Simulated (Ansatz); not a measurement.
```
Ga N
1.0
     4.82754    2.78718    5.24311
    -4.82754    2.78718    5.24311
     0.00000   -5.57436    5.24311
Ga N
17 18
Direct
  0.38584 0.71635 0.39505
  0.71667 0.06152 0.71905
  0.38585 0.06151 0.04988
  0.71667 0.38553 0.39505
  0.06185 0.71634 0.71904
  0.71930 0.71897 0.05250
  0.05429 0.05396 0.38749
  0.06184 0.38551 0.04987
  0.44560 0.77214 0.77880
  0.44679 0.11398 0.44749
  0.77246 0.44527 0.77880
  0.44559 0.44528 0.10567
  0.77763 0.77733 0.44677
  0.11430 0.11396 0.78000
  0.77764 0.11325 0.11084
  0.11427 0.44648 0.44749
  0.11356 0.77732 0.11084
  0.52702 0.52670 0.86023
  0.51355 0.84647 0.51452
  0.84679 0.18100 0.84676
  0.51355 0.18099 0.17998
  0.84677 0.51324 0.51452
  0.18132 0.84646 0.84675
  0.84766 0.84734 0.18086
  0.17955 0.17924 0.51276
  0.18131 0.51323 0.17999
  0.22451 0.58224 0.55771
  0.23945 0.90242 0.23595
  0.58257 0.22419 0.55772
  0.22452 0.22418 0.91577
  0.57055 0.57023 0.24035
  0.90274 0.90242 0.57266
  0.57056 0.90682 0.90375
  0.90274 0.23913 0.23595
  0.90715 0.57023 0.90375
```

The program warned that a starting moment wasn't kept; spin-polarised, but the moments vanished.

Method: DFT PBE, scalar-relativistic, plane waves, PAW in Ansatz 0.2.0.

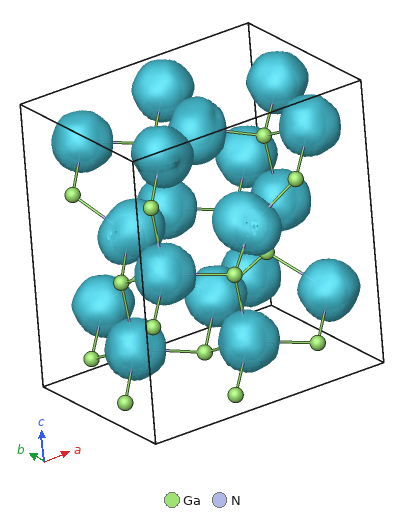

Ga17N18 (cell charge −3, with a compensating background) (cell with a defect). Isosurface of the ELF at 0.75 (cyan), seen slightly off an axis. Core shells and regions of very low density are left out. Sticks mark near contacts.

In a PAW calculation such maps are meaningful between the atoms, not at the nuclei.

Where are the electrons localised?

The ELF exceeds this value in 18 regions wrapped around N (the valence shell of each), counted in one cell of 35 atoms. Regions shared between cells count once. Profiles from the grid: Ga–N (1.87 Å): the ELF peaks at about 0.80 in the valence shell of N, 0.7 Å from its nucleus, and is about 0.50 at the midpoint. Ga–N (1.96 Å): the ELF peaks at about 0.85 in the valence shell of N, 0.7 Å from its nucleus, and is about 0.50 at the midpoint.

Does the calculation give a band gap?

It is gapped, with a Kohn–Sham gap of 2.2 eV on the k-point mesh, an upper bound to the gap of this method.
